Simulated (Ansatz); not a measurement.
# Ni: which magnetic state does the SCF reach?, part 2 of 2

Wanted: the lowest electronic state of Ni in this cell. One SCF may end in a higher state, so several starts are tried. Ni is taken in the deposited crystal structure (space group Fm-3m, primitive cell doubled), 2 atoms in the cell. Source: COD entry 9011603; the sample's temperature and pressure aren't taken into account.

Ansatz 0.2.0; DFT r2SCAN, PAW, plane waves, scalar-relativistic. Earlier steps stand in the parts before.

## (9) Parallel moments, Broyden mixing, no switch to direct minimisation

Input file input.yaml:

```yaml
crystal:
  lattice:
    - [-1.7495, -3.499, -1.7495]
    - [-1.7495, 0.0, -1.7495]
    - [1.7495, 0.0, -1.7495]
  atoms:
    - { symbol: Ni, position: [0.0, 0.0, 0.0], spin: 2.0 }
    - { symbol: Ni, position: [0.5, 0.0, 0.5], spin: 2.0 }
magnetization:
  spin_polarized: true
hamiltonian:
  xc: r2scan
  pseudopotentials: { kind: paw }
basis:
  ecutwfc: 500
kpoints:
  mp_grid: { grid: [8, 13, 11] }
scf:
  occupations: { method: fermi_dirac, width: 0.05 }
  lower_state_search: "off"
  algorithm: density_mixing
  mixing: { algorithm: broyden, beta: 0.3 }
output:
  forces: true
  stress: true
  write_density: true
  write_potential: true
  elf: true
  volumetric_format: npy
```

Started as:

```bash
$ ansatz run input.yaml --threads 2 --pin off --max-ram 5120MiB --backend cpu --events-out ev --progress --plain --runs-dir out
```

Log, cut to the lines that bear on the results:

```text
[... 20 lines as in an earlier run ...]
Starting moments: Σ|m| = 4 μB on 2 of 2 sites
[... 3 lines as in an earlier run ...]
SCF iter   1: F=-11690.400492 eV  HF=-11689.742112 eV  |F-HF|=6.58e-1  |Δ(HF+E_count)|=         —  Δρ=1.13e-1 (↑9.62e-2 ↓1.13e-1)  dr2=3.61e-2  dr2_τ=3.58e-2  dr2_m=2.12e0  M=2.033 μB ∫|m|=2.322 μB  β_m=0.61  ethr=1.01e-4  ⟨swp⟩=1.9  Hψ=86071  notcnv=0
[...]
[... 1 line as in an earlier run ...]
[...]
SCF iter  17: F=-11690.581348 eV  HF=-11690.581348 eV  |F-HF|=2.59e-9  |Δ(HF+E_count)|=   2.16e-7  Δρ=1.91e-6 (↑1.60e-6 ↓1.91e-6)  dr2=3.90e-10  dr2_τ=8.45e-12  dr2_m=3.84e-11  M=1.479 μB ∫|m|=1.819 μB  ethr=8.31e-12  ⟨swp⟩=8.4  Hψ=98749  notcnv=0
[...]
[... 1 line as in an earlier run ...]
SCF converged after 17 iterations
Magnetization: 1.4795 μB (18.7397 up, 17.2603 down)
Absolute magnetization: 1.8214 μB (∫|ρ↑−ρ↓|, with the PAW one-centre terms)
Spin contamination: 0.0417 ħ² per cell (⟨S²⟩ above its minimum at these occupations)
Per-site moments (μB) at R_I (Å): [(0.8073882610160183, 1.0205937337908386), (0.8073882610160183, 1.0205937337908386)]
Free energy (F): -11690.581348 eV
[...]
E sigma→0 (E₀):  -11690.570508 eV
Entropy (-TS):   -0.021682 eV (-10.841 meV/atom)
Fermi energy:    18.484333 eV
[... 31 lines left out: energy terms, forces, stress, bands ...]
```

Wall time 65 s (2 threads of Arm Neoverse V1, shared host); peak memory 0.61 GiB.

The run ends in the same state as step 2 (ferromagnetic); it took 17 iterations.

## (10) Parallel moments, spin not held back in the first iterations, no switch to direct minimisation

Changes to input.yaml since step 9:

```diff
@@ -21,3 +21,3 @@
   algorithm: density_mixing
-  mixing: { algorithm: broyden, beta: 0.3 }
+  mixing: { spin_hold: "off" }
 output:
@@ -25,5 +25 @@
   stress: true
-  write_density: true
-  write_potential: true
-  elf: true
-  volumetric_format: npy
```

Started as:

```bash
$ ansatz run input.yaml --threads 2 --pin off --max-ram 5120MiB --backend cpu --events-out ev --progress --plain --runs-dir out
```

Log, cut to the lines that bear on the results:

```text
[... 20 lines as in an earlier run ...]
Starting moments: Σ|m| = 4 μB on 2 of 2 sites
[... 2 lines as in an earlier run ...]
[...]
SCF iter   1: F=-11690.399132 eV  HF=-11689.615093 eV  |F-HF|=7.84e-1  |Δ(HF+E_count)|=         —  Δρ=1.11e-1 (↑9.25e-2 ↓1.11e-1)  dr2=4.58e-2  dr2_τ=3.91e-2  dr2_m=2.02e0  M=2.027 μB ∫|m|=2.208 μB  β_m=0.61  ethr=1.28e-4  ⟨swp⟩=1.8  Hψ=85765  notcnv=0
[...]
SCF iter  17: F=-11690.581348 eV  HF=-11690.581348 eV  |F-HF|=1.60e-8  |Δ(HF+E_count)|=   1.61e-7  Δρ=1.66e-6 (↑1.12e-6 ↓1.66e-6)  dr2=1.99e-10  dr2_τ=4.62e-12  dr2_m=1.40e-10  M=1.479 μB ∫|m|=1.819 μB  ethr=8.16e-12  ⟨swp⟩=4.5  Hψ=53741  notcnv=0
[...]
[... 1 line as in an earlier run ...]
SCF converged after 17 iterations
Magnetization: 1.4794 μB (18.7397 up, 17.2603 down)
Absolute magnetization: 1.8213 μB (∫|ρ↑−ρ↓|, with the PAW one-centre terms)
Spin contamination: 0.0417 ħ² per cell (⟨S²⟩ above its minimum at these occupations)
Per-site moments (μB) at R_I (Å): [(0.8073501518786917, 1.0205937337908386), (0.8073501518786917, 1.0205937337908386)]
Free energy (F): -11690.581348 eV
[...]
E sigma→0 (E₀):  -11690.570507 eV
Entropy (-TS):   -0.021682 eV (-10.841 meV/atom)
Fermi energy:    18.484302 eV
[... 26 lines left out: energy terms, forces, stress ...]
```

Wall time 51 s (2 threads of Arm Neoverse V1, shared host); peak memory 0.6 GiB.

This is the state of step 2 again (ferromagnetic), after 17 iterations.

## (11) All ends together

```tsv
step	iterations	state	moments of Ni1 Ni2 (μB)	total (μB)	gap (eV)	pressure (GPa)	above lowest (meV/atom)
2	17	1	0.81 0.81	1.48	none	-3.8	0.0
3	23	2	0.28 -0.28	0.00	none	-5.7	110
4	9	3	0.00 0.00	0.00	none	-6.4	119
5	11	1	0.81 0.81	1.48	none	-3.8	0.0
6	21	1	0.81 0.81	1.48	none	-3.8	0.0
7	22	1	0.81 0.81	1.48	none	-3.8	0.0
8	21	1	0.81 0.81	1.48	none	-3.8	0.0
9	17	1	0.81 0.81	1.48	none	-3.8	0.0
10	17	1	0.81 0.81	1.48	none	-3.8	0.0
```

States are numbered from the lowest. Starts by step: 2 parallel moments, plain SCF; 3 opposed moments +-, plain SCF; 4 no spin polarisation; 5 spin on, no moments given (the program may seed its own), plain SCF; 6 parallel moments scaled by 0.1, plain SCF; 7 moments ++ scaled by 1.4, plain SCF; 8 a moment on one site alone, plain SCF; 9 parallel moments, Broyden mixing, no switch to direct minimisation; 10 parallel moments, spin not held back in the first iterations, no switch to direct minimisation.

The 9 runs of this session took 8.5 min in all, from 13 s to 83 s each.

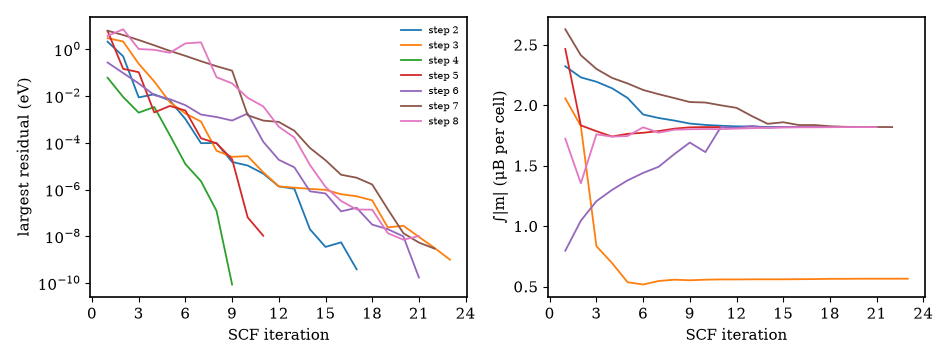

Residual and absolute moment along the iterations (7 of the 9 runs).

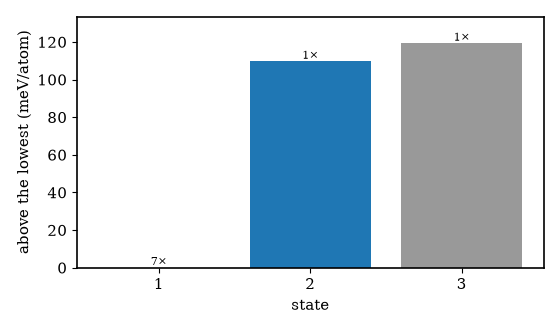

Energy of each distinct state, with the number of starts that reached it (red ferromagnetic, blue opposed moments, grey non-magnetic, green other).

## (12) Summary of results

The summary covers parts 1 to 2.

```
                      quantity                                                     value
               distinct states                                   3 from 9 converged runs
lowest state from plain starts                                             ferromagnetic
                   its moments                                     Ni1 0.81, Ni2 0.81 μB
                  total moment                                          1.48 μB per cell
             gap on the k-mesh                                                      none
                      pressure                                                  -3.8 GPa
                 largest force                                                0.000 eV/Å
                    next state                    antiferromagnetic, 110 meV/atom higher
                 highest state  non-magnetic (no spin polarisation), 119 meV/atom higher
```

What this shows: 9 runs converged, to 3 different states. Switching spin polarisation off costs 119 meV/atom in free energy, smearing entropy included. The best antiferromagnetic state lies 110 meV/atom above the best ferromagnetic one. The search isn't exhaustive: larger magnetic cells and non-collinear orders weren't tried. The mesh has less symmetry than the lattice, which lowers the symmetry of the run.
